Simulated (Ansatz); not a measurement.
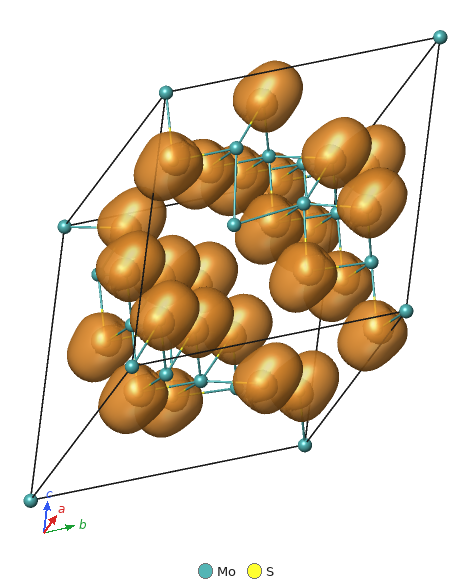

Mo$_{14}$S$_{25}$ (cell with a defect). Isosurface of the ELF at 0.7 (orange), seen at an oblique angle. Core shells and regions of very low density are left out. Sticks mark near contacts.

Spin-polarised.

These are results of DFT PBE, scalar-relativistic, plane waves, PAW (Ansatz), not measurements.

In a PAW calculation such maps are meaningful between the atoms, not at the nuclei.

Where are the electrons localised?

Answer. The ELF exceeds this value in 25 regions wrapped around S (the valence shell of each), counted in one cell of 39 atoms. Any copies at cell faces, edges or corners count once. Along the contacts the grid gives the following. Mo–S (2.38 Å): the ELF peaks at about 0.85 in the valence shell of S, 0.8 Å from its nucleus, and is about 0.45 at the midpoint. Mo–Mo (2.55 Å): the ELF is about 0.45 at the midpoint.
